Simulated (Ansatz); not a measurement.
## CdWO4 (P2/c): given cell or relaxed cell?

How far does the choice of cell move the gap? The case is CdWO4 (P2/c).

Method: LDA, HSE06 and G0W0, plane waves, PAW, in Ansatz 0.2.0.

**The experiments to reproduce.**

- Gap 4.15 eV: direct gap from absorption edge with Urbach fit; optical absorption; 300 K; bulk crystal (thin cleaved platelet of Czochralski crystal, 10-30 um thick) (“Optical absorption of divalent metal tungstates: Correlation between the band-gap energy and the cation ionic radius”, 2008, arxiv:0807.2115).

## (1) The starting structure

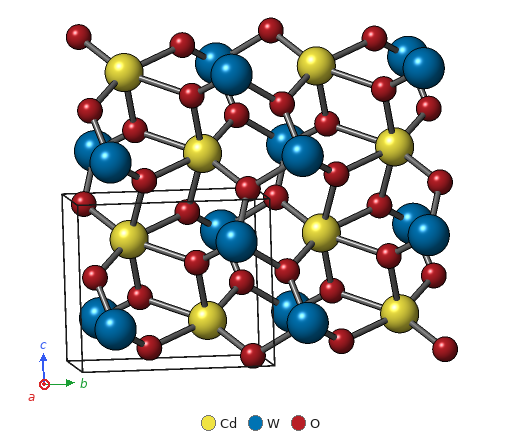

The cell as given, slightly off an axis (cadmium yellow, tungsten blue, oxygen red). 1×2×2 cells are drawn. Some periodic images of atoms are drawn too.

Coordinates:

```cif
data_structure
_symmetry_space_group_name_H-M 'P2/c'
_symmetry_Int_Tables_number 13
_cell_length_a 5.0400
_cell_length_b 5.8701
_cell_length_c 5.0841
_cell_angle_alpha 90.000
_cell_angle_beta 91.476
_cell_angle_gamma 90.000
_cell_volume 150.36
loop_
_atom_site_label
_atom_site_type_symbol
_atom_site_symmetry_multiplicity
_atom_site_Wyckoff_symbol
_atom_site_fract_x
_atom_site_fract_y
_atom_site_fract_z
_atom_site_occupancy
Cd1 Cd 2 f 0.50000 0.69729 0.25000 1
W1 W 2 e 0.00000 0.17855 0.25000 1
O1 O 4 g 0.20180 0.09550 0.95040 1
O2 O 4 g 0.24200 0.37030 0.38390 1
```

The cell and positions come from the Crystallography Open Database and are kept as given unless a step says otherwise. Spin-orbit coupling is left out unless a step names it. The default PAW set here is soft_2. Its files were made with PBE.

## (2) LDA bands at the given cell

Levels along a band path, at the cheap level, show where the edges lie and whether the meshes to come will hold them.

This step: DFT, LDA, plane waves, PAW.

input.yaml reads:

```yaml
crystal:
  lattice:
    - [5.04, 0.0, 0.0]
    - [0.0, 5.8701, 0.0]
    - [-0.1309573182, 0.0, 5.0824131071]
  atoms:
    - { symbol: Cd, position: [0.5, 0.69729, 0.25] }
    - { symbol: Cd, position: [0.5, 0.30271, 0.75] }
    - { symbol: W, position: [0.0, 0.17855, 0.25] }
    - { symbol: W, position: [0.0, 0.82145, 0.75] }
    - { symbol: O, position: [0.2018, 0.0955, 0.9504] }
    - { symbol: O, position: [0.7982, 0.0955, 0.5496] }
    - { symbol: O, position: [0.7982, 0.9045, 0.0496] }
    - { symbol: O, position: [0.2018, 0.9045, 0.4504] }
    - { symbol: O, position: [0.242, 0.3703, 0.3839] }
    - { symbol: O, position: [0.758, 0.3703, 0.1161] }
    - { symbol: O, position: [0.758, 0.6297, 0.6161] }
    - { symbol: O, position: [0.242, 0.6297, 0.8839] }
kpoints:
  mp_grid: { grid: [6, 4, 6] }
  band_path:
    path:
      - [0.0, 0.0, 0.0]
      - [0.0, 0.5, 0.0]
      - [0.0, 0.5, 0.5]
      - [0.0, 0.0, 0.5]
      - [0.0, 0.0, 0.0]
      - [-0.5, 0.0, 0.5]
      - [-0.5, 0.5, 0.5]
      - [0.0, 0.5, 0.0]
      - [-0.5, 0.5, 0.0]
      - [-0.5, 0.0, 0.0]
      - [0.0, 0.0, 0.0]
    npoints: 10
hamiltonian:
  xc: lda
scf:
  occupations: { method: fermi_dirac, width: 0.02 }
  n_extra_bands: 8
output:
  eigenvalues: true
  forces: true
  stress: true
  write_density: true
  write_potential: true
  elf: true
  volumetric_format: npy
```

On the command line:

```sh
> ansatz run input.yaml --threads 4 --pin off --max-ram 18432MiB --backend cpu --events-out ev --progress --plain --runs-dir out
```

Numbers of over 12 decimals in the logs are rounded to 6 here.

Log:

```text
scf.n_extra_bands = 8 over 58 filled bands (N_el = 116.0): the run solves 66 bands
Engine: ansatz 0.2.0, aarch64-unknown-linux-gnu
Pseudopotentials: kind: paw
Pseudopotential: Cd, paw, valence charge 20, recommended cutoff 420 eV (normal), Cd.paw.azcp
Pseudopotential: W, paw, valence charge 14, recommended cutoff 420 eV (normal), W.paw.azcp
Pseudopotential: O, paw, valence charge 6, recommended cutoff 420 eV (normal), O.paw.azcp
Functional definition: SPW92
  exchange = slater_x
  correlation = pw_c
Crystal: 12 atoms, lattice volume = 150.365 Å³
Basis set: ecut = 420 eV, 2943 PW (Γ)
Bands: 66, of which v1, the nominal top of the filled ones, is band 58 counted from 1 (57 counted from 0)
Symmetry: 4 space group operations
Space group: P2/c (ITA 13), of the structure as read, at distance tolerance 5.3e-5 Å
k-points: 60 of 144
Non-local potential: Cd, projectors of the file, l = 0: 3, l = 1: 2, l = 2: 2, l = 3: 1
Non-local potential: W, projectors of the file, l = 0: 3, l = 1: 2, l = 2: 2, l = 3: 1
Non-local potential: O, projectors of the file, l = 0: 2, l = 1: 2, l = 2: 1
PAW form: soft (Blöchl's): semilocal exchange-correlation on the pseudo side does not see the compensation charge
PAW frozen core: Cd, regenerated for the run's functional, and the local potential with it (the file was generated under x = pbe(κ = 0.804, μ = 0.219515), c = pbe(β = 0.066725))
PAW frozen core: W, regenerated for the run's functional, and the local potential with it (the file was generated under x = pbe(κ = 0.804, μ = 0.219515), c = pbe(β = 0.066725))
PAW frozen core: O, regenerated for the run's functional, and the local potential with it (the file was generated under x = pbe(κ = 0.804, μ = 0.219515), c = pbe(β = 0.066725))
PAW one-centre angular grid: Cd, 590 points (default); XC on 64 Gauss nodes
PAW one-centre angular grid: W, 590 points (default); XC on 64 Gauss nodes
PAW one-centre angular grid: O, 110 points (default); XC on 64 Gauss nodes
Initial density: superposition of atomic densities (neutral atoms: chi_scale 0, normalization atom), corrected by the library's trained network
Initial wavefunctions: pseudopotential atomic-orbital guess
Functional: x = slater, c = lda
SCF iter   1: F=—  HF=-40940.155460 eV  |F-HF|=—  |Δ(HF+E_count)|=         —  Δρ=2.13e-2  dr2=6.37e-1  ethr=1.77e-3  ⟨swp⟩=6.4  Hψ=14953  notcnv=0
preconditioner: auto → Resta (q_TF=auto, 2.613 Å⁻¹)  ε∞=8.1  [insulator: Δε(μ)=2.710 eV  Ē_g=10.442 eV  σ=0.020 eV  W_gap=1.00  n_scr=40 (ndim 8)  ℏωp=27.8 eV  f_vac=0.057  D(μ)=0.00/eV (n_scr^D=0)  ε∞_Penn≈8.1]
SCF iter   2: F=—  HF=-40940.022430 eV  |F-HF|=—  |Δ(HF+E_count)|=   1.33e-1  Δρ=6.81e-3  dr2=6.46e-2  ethr=5.50e-4  ⟨swp⟩=2.0  Hψ=6452  notcnv=0  defer=89
SCF iter   3: F=—  HF=-40940.011030 eV  |F-HF|=—  |Δ(HF+E_count)|=   1.14e-2  Δρ=2.85e-3  dr2=1.05e-2  ethr=5.57e-5  ⟨swp⟩=2.0  Hψ=6285  notcnv=0  defer=89
SCF iter   4: F=—  HF=-40940.008501 eV  |F-HF|=—  |Δ(HF+E_count)|=   2.53e-3  Δρ=1.24e-3  dr2=2.33e-3  ethr=9.08e-6  ⟨swp⟩=2.0  Hψ=5921  notcnv=0  defer=89
SCF iter   5: F=—  HF=-40940.008106 eV  |F-HF|=—  |Δ(HF+E_count)|=   3.94e-4  Δρ=3.61e-4  dr2=1.49e-4  ethr=2.01e-6  ⟨swp⟩=2.0  Hψ=5775  notcnv=0  defer=89
SCF iter   6: F=—  HF=-40940.008111 eV  |F-HF|=—  |Δ(HF+E_count)|=   4.59e-6  Δρ=1.12e-4  dr2=1.76e-5  ethr=1.28e-7  ⟨swp⟩=2.1  Hψ=5622  notcnv=0  defer=89
SCF iter   7: F=—  HF=-40940.008108 eV  |F-HF|=—  |Δ(HF+E_count)|=   2.66e-6  Δρ=3.05e-5  dr2=1.65e-6  ethr=1.52e-8  ⟨swp⟩=2.5  Hψ=6182  notcnv=0  defer=89
SCF iter   8: F=—  HF=-40940.008109 eV  |F-HF|=—  |Δ(HF+E_count)|=   6.30e-7  Δρ=6.60e-6  dr2=1.02e-7  ethr=1.42e-9  ⟨swp⟩=2.7  Hψ=6268  notcnv=0  defer=89
SCF iter   9: F=-40940.008109 eV  HF=-40940.008109 eV  |F-HF|=1.71e-9  |Δ(HF+E_count)|=   1.66e-8  Δρ=1.75e-6  dr2=5.84e-9  ethr=8.62e-11  ⟨swp⟩=13.3  Hψ=26254  notcnv=0
SCF 1 converged in 9 iterations: F = -40940.008109 eV  dr2 = 5.84e-9
[...]
NSCF: frozen V_eff on 101 k-points
SCF converged after 9 iterations
Free energy (F): -40940.008109 eV
Harris-Foulkes:  -40940.008109 eV  (|F-HF|=1.71e-9)
Internal energy: -40940.008109 eV  (E = F + TS)
E sigma→0 (E₀):  -40940.008109 eV
Fermi energy:    10.212737 eV
--- Per-component energies (eV) ---
  E_band       = -1375.423342
  E_kinetic    = 3291.760201
  E_local      = -11333.042696  (includes V_loc(G=0)·N_el)
  E_nonlocal   = 494.477699
  E_hartree    = 4733.612180
  E_xc         = -1452.120770
  E_vxc        = -1654.588010  (∫ρ·V_xc dr)
  E_paw        = -25693.166647  (= ΣΔE_a)
  E_vpaw       = -1641.279506  (= ΣTr[D̂ρ^β])
  E_aug_tail   = 0.019780  (compensation charges beyond the density's cutoff)
  E_ewald      = -10984.422672
  E_core_change = 2.874815  (= ΣΔE_core)
  E_smearing   = -0.000000  (= −TS)
  E_closure    = 0.000000  (closes the sum)
  Σ components = -40940.008109   (vs F -40940.008109, Δ=0.00e0)
--- Forces (eV/Å), atoms counted from 1 ---
  atom   1  Cd     0.00000000    -0.12878078    -0.00000000
  atom   2  Cd     0.00000000     0.12878078     0.00000000
  atom   3  W     -0.00000000    -0.36445746    -0.00000000
  atom   4  W      0.00000000     0.36445746     0.00000000
  atom   5  O     -0.16808236     0.02565289     0.01278109
  atom   6  O      0.16808236     0.02565289    -0.01278109
  atom   7  O      0.16808236    -0.02565289    -0.01278109
  atom   8  O     -0.16808236    -0.02565289     0.01278109
  atom   9  O      0.16976560     0.05336322     0.12847282
  atom  10  O     -0.16976560     0.05336322    -0.12847282
  atom  11  O     -0.16976560    -0.05336322    -0.12847282
  atom  12  O      0.16976560    -0.05336322     0.12847282
  max |Σ_I F_I| component: 2.78e-17 eV/Å
--- Stress (GPa, compression-positive) ---
       -5.860569      -0.000000       0.616232
       -0.000000      -4.989148       0.000000
        0.616232       0.000000      -6.567836
  P = ⅓ Tr σ = -5.8059 GPa (-58.059 kbar)
--- Band table (eV; the first three rows and the last of 60) ---
  k-point 0: bands = [... 54 lower, 8.0800, 8.1973, 8.4066, 8.4593, 12.0845, 12.5327, 12.5437, 12.6940, ... 4 higher]
  k-point 1: bands = [... 54 lower, 7.9546, 8.2478, 8.4105, 8.6089, 12.1588, 12.2223, 12.4973, 12.5300, ... 4 higher]
  k-point 2: bands = [... 54 lower, 8.0351, 8.2711, 8.5000, 8.6775, 12.0655, 12.2036, 12.4885, 12.5849, ... 4 higher]
  k-point 59: bands = [... 54 lower, 7.8818, 7.8818, 8.2752, 8.2752, 12.4184, 12.4184, 12.6572, 12.6572, ... 4 higher]
```

The job ended after 20 s (4 threads of Arm Neoverse V1, shared host; peak memory 0.98 GiB; 80 s of CPU time).

Numbers from this step:

| Item | Value |
| --- | --- |
| pressure | -5.806 GPa |
| filled bands | 58 |
| gap | 2.953 eV |
| valence top at | k = (0.167, -0.500, -0.500) |
| conduction bottom at | k = (0.000, -0.500, 0.167) |
| least direct gap | 2.975 eV |

The gap is indirect, with the least direct gap 0.02 eV higher. The pressure of -6 GPa says that this functional would shrink the cell; it is kept.

## (3) Relaxing cell and ions

Gaps follow bond lengths, so the structure is brought to rest first.

input.yaml, the sections that differ from step 2:

```yaml
kpoints:
  mp_grid: { grid: [4, 4, 4] }
scf:
  occupations: { method: fermi_dirac, width: 0.02 }
relax:
  f_tol: 0.01
  max_steps: 60
  cell: {}
output:
  write_density: true
  write_potential: true
  elf: true
  volumetric_format: npy
# crystal, hamiltonian: as in step 2
```

Log:

```text
[...]
Crystal: 12 atoms, lattice volume = 150.365 Å³
Basis set: ecut = 420 eV, 2943 PW (Γ)
Bands: 70, of which v1, the nominal top of the filled ones, is band 58 counted from 1 (57 counted from 0)
Symmetry: 4 space group operations
[...]
k-points: 30 of 64
[...]
SCF iter   1: F=—  HF=-40940.156074 eV  |F-HF|=—  |Δ(HF+E_count)|=         —  Δρ=2.13e-2  dr2=6.38e-1  ethr=1.77e-3  ⟨swp⟩=6.4  Hψ=7731  notcnv=0  defer=17
[...]
SCF iter   8: F=-40940.008620 eV  HF=-40940.008620 eV  |F-HF|=3.78e-9  |Δ(HF+E_count)|=   6.68e-7  Δρ=6.36e-6  dr2=9.19e-8  ethr=8.62e-11  ⟨swp⟩=7.3  Hψ=14436  notcnv=0
SCF 1 converged in 8 iterations: F = -40940.008620 eV  dr2 = 9.19e-8
[...]
relax step   1: F+E_penalty+E_count = -40940.00861962 eV  Δ(F+E_penalty+E_count) = +0.000e0 eV  max|allowed force component| = 3.643e-1 eV/Å  Δτ_max = 0.0000 Å  P = -5.806 GPa  Ω = 150.365 Å³  (8 SCF iters, dr2 threshold 1.00e-7 eV, accepted)
[...]
relax step   2: F+E_penalty+E_count = -40940.16293081 eV  Δ(F+E_penalty+E_count) = -1.543e-1 eV  max|allowed force component| = 2.995e-1 eV/Å  Δτ_max = 0.0333 Å  P = +1.225 GPa  Ω = 143.555 Å³  energy of the carried Pulay correction = +3.761e-2 eV  (8 SCF iters, dr2 threshold 1.20e-6 eV, accepted)
[...]
relax step   4: F+E_penalty+E_count = -40940.16623297 eV  Δ(F+E_penalty+E_count) = -1.163e-3 eV  max|allowed force component| = 4.988e-2 eV/Å  Δτ_max = 0.0135 Å  P = -0.142 GPa  Ω = 144.760 Å³  energy of the carried Pulay correction = +3.083e-2 eV  (6 SCF iters, dr2 threshold 9.68e-7 eV, accepted)
[...]
relax step   6: F+E_penalty+E_count = -40940.16730778 eV  Δ(F+E_penalty+E_count) = -1.075e-3 eV  max|allowed force component| = 2.516e-2 eV/Å  Δτ_max = 0.0041 Å  P = -0.048 GPa  Ω = 144.673 Å³  energy of the carried Pulay correction = +3.131e-2 eV  (9 SCF iters, accepted)
[...]
relax step   8: F+E_penalty+E_count = -40940.16754689 eV  Δ(F+E_penalty+E_count) = -1.361e-4 eV  max|allowed force component| = 2.153e-3 eV/Å  Δτ_max = 0.0015 Å  P = -0.004 GPa  Ω = 144.680 Å³  energy of the carried Pulay correction = +3.127e-2 eV  (5 SCF iters, dr2 threshold 2.61e-8 eV, accepted)
[...]
relax step  10: F+E_penalty+E_count = -40940.14384303 eV  Δ(F+E_penalty+E_count) = -2.432e-3 eV  max|allowed force component| = 1.065e-2 eV/Å  Δτ_max = 0.0021 Å  P = +0.165 GPa  Ω = 144.268 Å³  energy of the carried Pulay correction = +2.283e-3 eV  (6 SCF iters, dr2 threshold 2.94e-7 eV, accepted)
[...]
relax step  12: F+E_penalty+E_count = -40940.14169893 eV  Δ(F+E_penalty+E_count) = +1.467e-3 eV  max|allowed force component| = 1.455e-3 eV/Å  Δτ_max = 0.0000 Å  P = -0.008 GPa  Ω = 144.410 Å³  stress off target by 1.69e-2 GPa  SCF on the basis re-selected at this cell (its energy is not comparable with the rows above)  (6 SCF iters)
[...]
SCF converged after 6 iterations
Free energy (F): -40940.141699 eV
[...]
Internal energy: -40940.141699 eV  (E = F + TS)
E sigma→0 (E₀):  -40940.141699 eV
Fermi energy:    10.932307 eV
[...]
--- Forces (eV/Å), atoms counted from 1 ---
  atom   1  Cd     0.00000000     0.00022705    -0.00000000
  atom   2  Cd     0.00000000    -0.00022705     0.00000000
  atom   3  W      0.00000000    -0.00145531    -0.00000000
  atom   4  W      0.00000000     0.00145531     0.00000000
  atom   5  O     -0.00075258    -0.00016851     0.00032049
  atom   6  O      0.00075258    -0.00016851    -0.00032049
  atom   7  O      0.00075258     0.00016851    -0.00032049
  atom   8  O     -0.00075258     0.00016851     0.00032049
  atom   9  O      0.00024798     0.00030368     0.00004385
  atom  10  O     -0.00024798     0.00030368    -0.00004385
  atom  11  O     -0.00024798    -0.00030368    -0.00004385
  atom  12  O      0.00024798    -0.00030368     0.00004385
  max |Σ_I F_I| component: 0.00e0 eV/Å
--- Stress (GPa, compression-positive) ---
       -0.010185       0.000000       0.007402
        0.000000      -0.005314      -0.000000
        0.007402      -0.000000      -0.008641
  P = ⅓ Tr σ = -0.0080 GPa (-0.080 kbar)
--- Band table (eV; the first three rows and the last of 30) ---
  k-point 0: bands = [... 54 lower, 8.6398, 8.8029, 9.0229, 9.1819, 12.7538, 13.2290, 13.2609, 13.3216, ... 8 higher]
  k-point 1: bands = [... 54 lower, 8.6373, 8.8916, 9.1229, 9.3766, 12.8638, 12.9495, 13.1479, 13.1863, ... 8 higher]
  k-point 2: bands = [... 54 lower, 8.7644, 8.7644, 9.3279, 9.3279, 12.9076, 12.9076, 13.2522, 13.2522, ... 8 higher]
  k-point 29: bands = [... 54 lower, 8.4861, 8.4861, 8.9415, 8.9415, 13.0779, 13.0779, 13.4230, 13.4230, ... 8 higher]
--- Relaxed structure (10 steps of the walk, 9 accepted, 2 SCFs on fresh bases) ---
  F+E_penalty+E_count = -40940.14169893 eV   max|allowed force component| = 1.455e-3 eV/Å   (the final SCF, on the basis selected at the relaxed cell)
  cell:  # Å, volume = 144.4096 Å³
    - [4.955418, -3.2403684889577273e-18, 0.014593]
    - [-3.77406489425214e-18, 5.812943, 1.7724796766176842e-17]
    - [-0.114043, 1.5430568614225465e-17, 5.012920]
  atoms:
    - { symbol: Cd, position: [0.500000, 0.689376, 0.25] }
    - { symbol: Cd, position: [0.5, 0.310624, 0.75] }
    - { symbol: W, position: [-8.673617379884035e-19, 0.177478, 0.25] }
    - { symbol: W, position: [0.0, 0.822522, 0.750000] }
    - { symbol: O, position: [0.202485, 0.096195, 0.945692] }
    - { symbol: O, position: [0.797515, 0.096195, 0.554308] }
    - { symbol: O, position: [0.797515, 0.903805, 0.054308] }
    - { symbol: O, position: [0.202485, 0.903805, 0.445692] }
    - { symbol: O, position: [0.245475, 0.371734, 0.385571] }
    - { symbol: O, position: [0.754525, 0.371734, 0.114429] }
    - { symbol: O, position: [0.754525, 0.628266, 0.614429] }
    - { symbol: O, position: [0.245475, 0.628266, 0.885571] }
```

Run time: 60 s. Hardware: 4 threads; peak memory 0.69 GiB; 3.9 min of CPU time.

Relaxation path:

```csv
step,energy less that of the first step (eV),largest force component (eV/Å),pressure (GPa),volume (Å³)
1,0.0000,0.3643,-5.81,150.36
2,-0.1543,0.2995,1.22,143.56
3,-0.1565,0.1244,0.11,144.53
4,-0.1576,0.0499,-0.14,144.76
5,-0.1578,0.0736,-0.04,144.69
6,-0.1587,0.0252,-0.05,144.67
7,-0.1588,0.0204,0.06,144.70
8,-0.1589,0.0022,0.00,144.68
9*,-0.1328,0.0021,-0.30,144.68
10,-0.1352,0.0107,0.17,144.27
11,-0.1345,0.0015,0.00,144.41
12*,-0.1331,0.0015,-0.01,144.41
```

Relaxation steps marked * repeat the geometry before them on a plane-wave basis chosen anew for their cell, so energy and pressure can jump there. Relaxation step 5 was tried and not accepted.

Forces are held to the 4 operations that the run works with; a distortion that breaks them can't arise in this run.

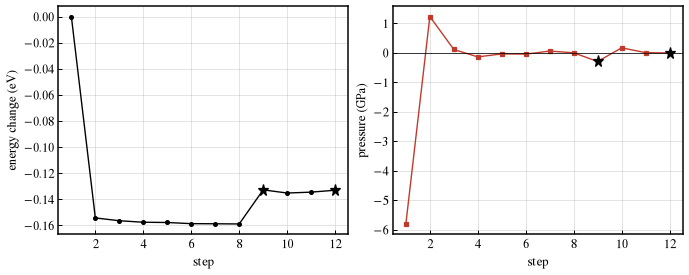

Energy and pressure along the relaxation. Stars mark steps on a basis chosen anew.

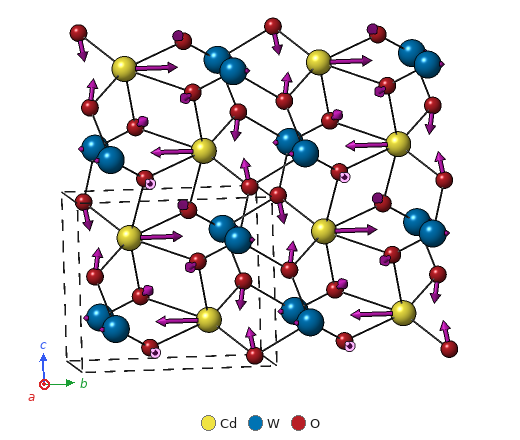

Displacements in the relaxation, exaggerated, measured against the changing cell; the longest in the cell stands for 0.05 Å. 1×2×2 cells are drawn. Some periodic images of atoms are drawn too.

```csv
cell as run,before,after,change
a (Å),5.040,4.955,-1.7 %
b (Å),5.870,5.813,-1.0 %
c (Å),5.084,5.014,-1.4 %
β (°),91.48,91.13,-0.4 %
volume (Å³/atom),12.53,12.03,-4.0 %
```

The atoms that moved most (Å, as changes of fractional coordinates times the final cell):

```csv
atom,dx,dy,dz,length
Cd1,0.000,-0.046,0.000,0.046
Cd2,0.000,0.046,0.000,0.046
O8,0.004,-0.004,-0.024,0.024
O7,-0.004,-0.004,0.024,0.024
O6,-0.004,0.004,0.024,0.024
O5,0.004,0.004,-0.024,0.024
O12,0.017,-0.008,0.008,0.021
O9,0.017,0.008,0.008,0.021
```

## (4) LDA at the relaxed cell

input.yaml reads:

```yaml
crystal:
  lattice:
    - [4.9554176854, 0.0, 0.0145933223]
    - [0.0, 5.8129431553, 0.0]
    - [-0.1140434361, 0.0, 5.012920004]
  atoms:
    - { symbol: Cd, position: [0.5, 0.6893760992, 0.25] }
    - { symbol: Cd, position: [0.5, 0.3106239008, 0.75] }
    - { symbol: W, position: [0.0, 0.1774776711, 0.25] }
    - { symbol: W, position: [0.0, 0.8225223289, 0.75] }
    - { symbol: O, position: [0.2024847845, 0.0961950357, 0.9456919295] }
    - { symbol: O, position: [0.7975152155, 0.0961950357, 0.5543080705] }
    - { symbol: O, position: [0.7975152155, 0.9038049643, 0.0543080705] }
    - { symbol: O, position: [0.2024847845, 0.9038049643, 0.4456919295] }
    - { symbol: O, position: [0.2454750888, 0.3717342137, 0.3855711706] }
    - { symbol: O, position: [0.7545249112, 0.3717342137, 0.1144288294] }
    - { symbol: O, position: [0.7545249112, 0.6282657863, 0.6144288294] }
    - { symbol: O, position: [0.2454750888, 0.6282657863, 0.8855711706] }
kpoints:
  mp_grid: { grid: [6, 4, 6] }
  band_path:
    path:
      - [0.0, 0.0, 0.0]
      - [0.0, 0.5, 0.0]
      - [0.0, 0.5, 0.5]
      - [0.0, 0.0, 0.5]
      - [0.0, 0.0, 0.0]
      - [-0.5, 0.0, 0.5]
      - [-0.5, 0.5, 0.5]
      - [0.0, 0.5, 0.0]
      - [-0.5, 0.5, 0.0]
      - [-0.5, 0.0, 0.0]
      - [0.0, 0.0, 0.0]
    npoints: 10
hamiltonian:
  xc: lda
scf:
  occupations: { method: fermi_dirac, width: 0.02 }
  n_extra_bands: 8
output:
  eigenvalues: true
  forces: true
  stress: true
  write_density: true
  write_potential: true
  elf: true
  volumetric_format: npy
```

Log:

```text
[...]
Crystal: 12 atoms, lattice volume = 144.410 Å³
Basis set: ecut = 420 eV, 2827 PW (Γ)
Bands: 66, of which v1, the nominal top of the filled ones, is band 58 counted from 1 (57 counted from 0)
Symmetry: 4 space group operations
[...]
k-points: 60 of 144
[...]
k-point 0: bands = [... 54 lower, 8.6398, 8.8028, 9.0229, 9.1819, 12.7538, 13.2290, 13.2609, 13.3216, ... 4 higher]
  k-point 1: bands = [... 54 lower, 8.5681, 8.8846, 9.0573, 9.3065, 12.8564, 12.9758, 13.1756, 13.2243, ... 4 higher]
  k-point 2: bands = [... 54 lower, 8.6360, 8.8927, 9.2056, 9.3944, 12.8366, 12.9723, 13.1555, 13.2184, ... 4 higher]
  k-point 59: bands = [... 54 lower, 8.4861, 8.4861, 8.9414, 8.9414, 13.0779, 13.0779, 13.4231, 13.4231, ... 4 higher]
[key lines of the parts left out:]
SCF converged after 8 iterations
Free energy (F): -40940.141779 eV
Fermi energy:    10.931860 eV
P = ⅓ Tr σ = -0.0082 GPa (-0.082 kbar)
```

Elapsed: 18 s, on 4 threads; peak memory 0.96 GiB.

Numbers from this step:

* pressure: -0.008186 GPa
* gap: 2.943 eV
* valence top at: k = (0.167, -0.500, -0.500)
* conduction bottom at: k = (0.000, -0.500, 0.167)
* least direct gap: 2.972 eV

The gap is indirect, with the least direct gap 0.03 eV higher.

[end of part 1 of 2]

[Paths, hosts, dates, memory and timing lines, banners, echoed tables and standing remarks are left out of the program output.]

[Logs are printed without paths, hosts, clocks, repeated set-up lines and the standing remarks that a program may print on its own settings, such as how far it seeks lower states.]

[Runs of the session that timed out or met a known fault of the program may be left out.]

[Cells called generated may have been cut or substituted from an entry of the Crystallography Open Database or the Materials Project.]

[Hosts, paths, dates, database ids (printed as entryN), source tags and the programs' standing remarks are cut or masked in the printed files.]
